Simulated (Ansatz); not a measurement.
**Run report: Zn, single-point calculation**

System: Zn (Fm-3m, 1 atom in the cell).
Method: DFT, PBE, PAW with Ansatz's default frozen-core files, scalar-relativistic, no spin polarisation (Ansatz 0.2.0).

Its volume is 0.61 times that of the source entry. It belongs to a series of runs on one base structure; here: volume scaled by 0.611, to set the pressure.

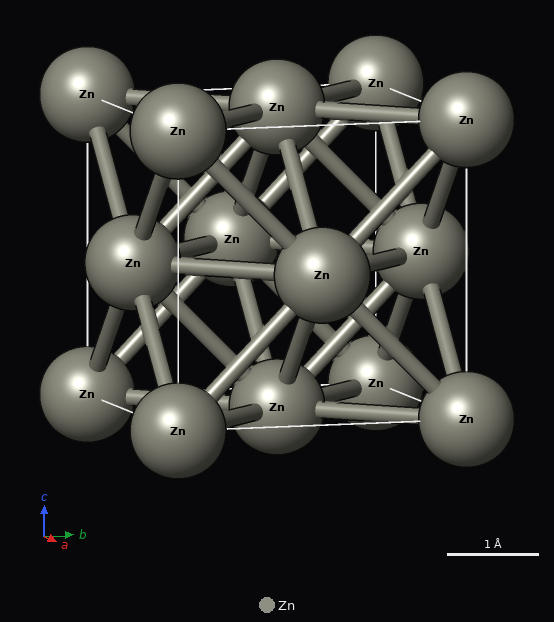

Fig. 1: The structure as given in the input (ball-and-stick view of the cell 4 times as large as that of the calculation, set on its symmetry axes, seen slightly off an axis). Near neighbours in the crystal (not all of them lie inside the picture): Zn has 12 Zn at 2.36 Å.

**The input**
```yaml
crystal:
  lattice:
    - [0.0, 1.6672454036, 1.6672454036]
    - [1.6672454036, 0.0, 1.6672454036]
    - [1.6672454036, 1.6672454036, 0.0]
  atoms:
    - { symbol: Zn, position: [0.0, 0.0, 0.0] }
kpoints:
  mp_grid: { grid: [20, 20, 20] }
scf:
  occupations: { method: fermi_dirac, width: 0.1 }
hamiltonian:
  xc: pbe
  pseudopotentials: { kind: paw }
output:
  forces: true
  stress: true
  eigenvalues: true
```

Hardware: 2 threads of Arm Neoverse V2, 24 GiB of memory available, shared host.

Launched with:
```bash
ansatz run input.yaml --threads 2 --pin off --max-ram 5120MiB --backend cpu --events-out ev --progress --plain --runs-dir out
```

**What the program printed**
```
Engine: ansatz 0.2.0, aarch64-unknown-linux-gnu
Pseudopotentials: kind: paw
Pseudopotential: Zn, paw, valence charge 12, recommended cutoff 420 eV (normal), Zn.paw.azcp
Functional definition: PBE
  parameter kappa = 0.804
  parameter beta = 0.06672455060314922
  exchange = pbe_x(kappa = kappa, mu = beta*pi^2/3)
  correlation = pbe_c(beta = beta)
Crystal: 1 atoms, lattice volume = 9.269 Å³
Basis set: ecut = 420 eV, 169 PW (Γ), exchange–correlation on 32×32×32 points (8 copies of the dense FFT grid, shifted against one another)
Bands: 10, of which v1, the nominal top of the filled ones, is band 6 counted from 1 (5 counted from 0)
Symmetry: 48 space group operations
Space group: Fm-3m (ITA 225), of the structure as read, at distance tolerance 2.1e-5 Å
k-points: 256 of 8000
Non-local potential: Zn, projectors of the file, l = 0: 2, l = 1: 2, l = 2: 3, l = 3: 1
PAW form: soft (Blöchl's): semilocal exchange-correlation on the pseudo side does not see the compensation charge
PAW one-centre angular grid: Zn, 590 points (default); XC on 64 Gauss nodes
Initial density: superposition of atomic densities (neutral atoms: chi_scale 0, normalization atom), corrected by the library's trained network
Initial wavefunctions: pseudopotential atomic-orbital guess
Functional: x = pbe(κ = 0.804, μ = 0.2195149727645171), c = pbe(β = 0.06672455060314922)
SCF iter   1: F=—  HF=-3317.656005 eV  |F-HF|=—  |Δ(HF+E_count)|=         —  Δρ=5.55e-3  dr2=8.43e-4  ethr=1.77e-3  ⟨swp⟩=5.1  Hψ=17383  notcnv=0
preconditioner: auto → none  [metal: Δε(μ)=0.065 eV  Ē_g=22.656 eV  σ=0.100 eV  W_gap=0.16  n_scr=0 (ndim 8)  ℏωp=42.3 eV  f_vac=0.000  D(μ)=0.23/eV (n_scr^D=0)]
SCF iter   2: F=—  HF=-3317.656386 eV  |F-HF|=—  |Δ(HF+E_count)|=   3.80e-4  Δρ=1.35e-3  dr2=9.87e-5  ethr=7.02e-6  ⟨swp⟩=2.4  Hψ=6340  notcnv=0
SCF iter   3: F=—  HF=-3317.656357 eV  |F-HF|=—  |Δ(HF+E_count)|=   2.93e-5  Δρ=1.36e-3  dr2=4.38e-5  ethr=8.22e-7  ⟨swp⟩=2.1  Hψ=4115  notcnv=0
SCF iter   4: F=—  HF=-3317.656359 eV  |F-HF|=—  |Δ(HF+E_count)|=   2.21e-6  Δρ=5.40e-4  dr2=6.88e-6  ethr=3.65e-7  ⟨swp⟩=1.2  Hψ=2778  notcnv=0
SCF iter   5: F=—  HF=-3317.656361 eV  |F-HF|=—  |Δ(HF+E_count)|=   2.64e-6  Δρ=1.09e-4  dr2=2.81e-7  ethr=5.74e-8  ⟨swp⟩=2.0  Hψ=3842  notcnv=0
SCF iter   6: F=-3317.656362 eV  HF=-3317.656362 eV  |F-HF|=3.06e-10  |Δ(HF+E_count)|=   1.36e-7  Δρ=1.11e-5  dr2=3.02e-9  ethr=8.33e-10  ⟨swp⟩=5.8  Hψ=11995  notcnv=0
SCF 1 converged in 6 iterations: F = -3317.656362 eV  dr2 = 3.02e-9
  greatest PAW one-centre occupation: 0.982 electrons in one spin orbital (limit 2), on the Zn atom at site 0 (counted from 0), in its partial waves of l = 2
```

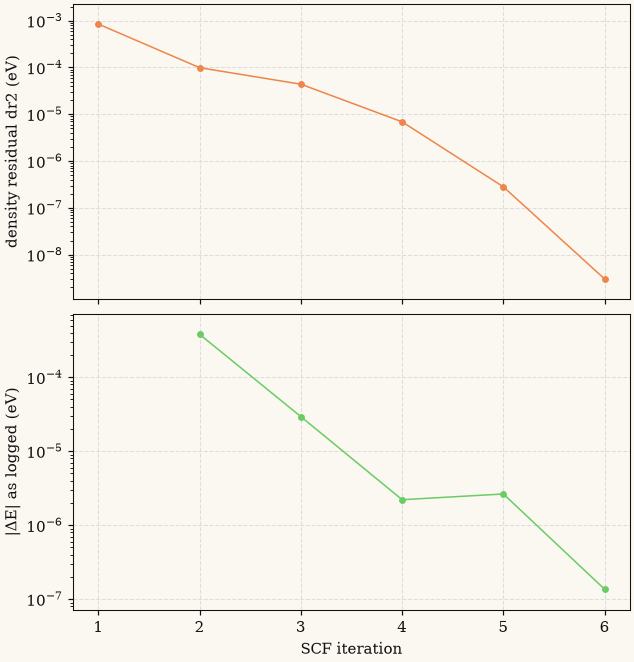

Fig. 2: Convergence of the self-consistent field: density residual dr2 and size of the energy change against the SCF iteration. The residual falls at every step.

```
SCF converged after 6 iterations
Free energy (F): -3317.656362 eV
Harris-Foulkes:  -3317.656362 eV  (|F-HF|=3.06e-10)
Internal energy: -3317.648918 eV  (E = F + TS)
E sigma→0 (E₀):  -3317.652640 eV
Entropy (-TS):   -0.007444 eV (-7.444 meV/atom)
Fermi energy:    21.111435 eV
--- Per-component energies (eV) ---
  E_band       = 142.462725
  E_kinetic    = 138.583119
  E_local      = -1190.263637  (includes V_loc(G=0)·N_el)
  E_nonlocal   = 608.157710
  E_hartree    = 514.185096
  E_xc         = -142.557257
  E_vxc        = -59.092304  (∫ρ·V_xc dr)
  E_paw        = -1820.208156  (= ΣΔE_a)
  E_vpaw       = -383.289967  (= ΣTr[D̂ρ^β])
  E_aug_tail   = -0.000412  (compensation charges beyond the density's cutoff)
  E_ewald      = -1425.545381
  E_smearing   = -0.007444  (= −TS)
  E_closure    = -0.000000  (closes the sum)
  Σ components = -3317.656362   (vs F -3317.656362, Δ=0.00e0)
--- Forces (eV/Å), atoms counted from 1 ---
  atom   1  Zn    -0.00000000    -0.00000000     0.00000000
  max |Σ_I F_I| component: 1.23e-31 eV/Å
--- Stress (GPa, compression-positive) ---
      120.302135      -0.000000       0.000000
       -0.000000     120.302135      -0.000000
       -0.000000      -0.000000     120.302135
  P = ⅓ Tr σ = 120.3021 GPa (1203.021 kbar)
--- Band table (eV; the first three rows and the last of 256) ---
  k-point 0: bands = ["5.4587", "11.0669", "11.0669", "11.0669", "11.9980", "11.9980", "42.2861", "46.0189", "46.0189", "46.0190"]
  k-point 1: bands = ["5.5659", "11.0470", "11.0871", "11.0871", "11.9904", "11.9904", "41.7565", "44.4410", "45.5891", "45.5891"]
  k-point 2: bands = ["5.8834", "10.9937", "11.1412", "11.1412", "11.9736", "11.9736", "39.6105", "43.4560", "44.8345", "44.8345"]
  k-point 255: bands = ["9.9757", "10.6368", "10.6368", "11.9928", "12.8264", "23.3998", "23.3998", "25.7000", "27.1635", "49.0099"]
```

**Summary**

- outcome: converged
- space group (tolerance 0.01 Å): Fm-3m (225)
- electrons treated: 12
- free energy: −3317.6564 eV
- Fermi energy: 21.111 eV
- pressure: 120.30 GPa
- largest force (length of the vector): under 0.001 eV/Å
- wall time: 0.88 s (CPU time 1.6 s)
- peak memory: 0.28 GiB

**Remarks**

The cell is under a pressure of 120 GPa at this level, so it is not at its equilibrium volume.
